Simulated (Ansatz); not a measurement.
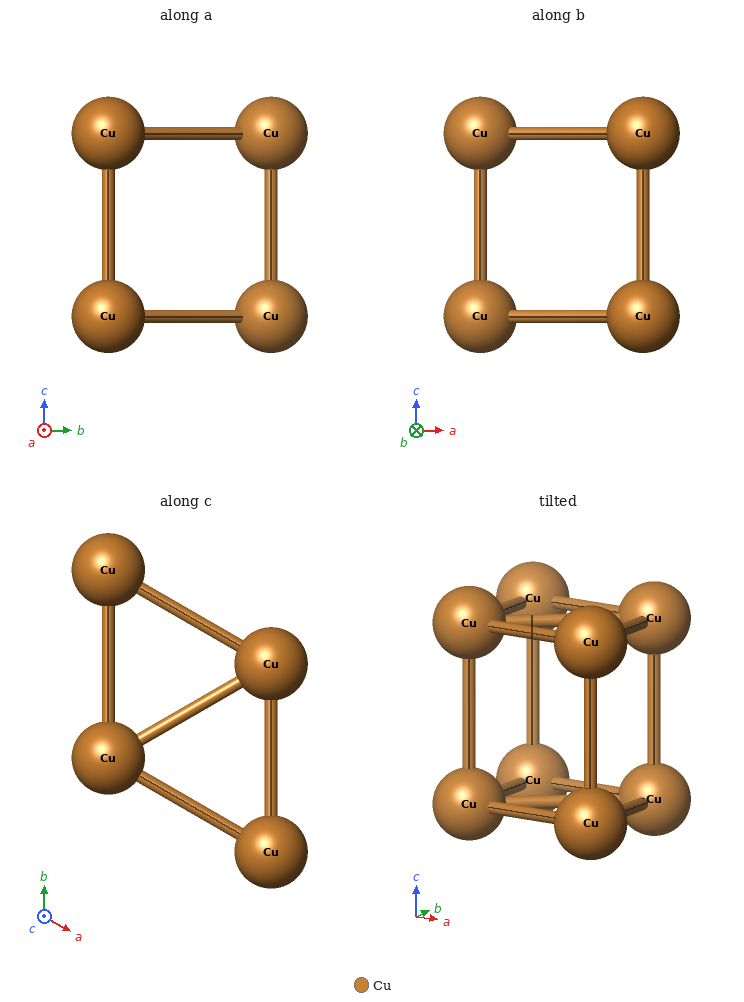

Shown here is a ball-and-stick view of the crystal, taken along the a axis, along the b axis, along the c axis and slightly off an axis. Atoms at the boundary of the conventional unit cell (the box) are drawn once for each face, edge or corner they touch.

Lattice parameters: a = 2.453 Å, b = 2.453 Å, c = 2.387 Å, α = 90.00°, β = 90.00°, γ = 120.00°.

Transcribe the picture into a table of Wyckoff sites.

Space group P6/mmm (No. 191).
| atom | site | x | y | z |
| --- | --- | --- | --- | --- |
| Cu | 1a | 0.0000 | 0.0000 | 0.0000 |

Its origin is a textbook structure type filled with this element (whether it is the usual form wasn't checked). A relaxation with DFT r2SCAN, scalar-relativistic, plane waves, PAW (Ansatz) gave the geometry drawn.
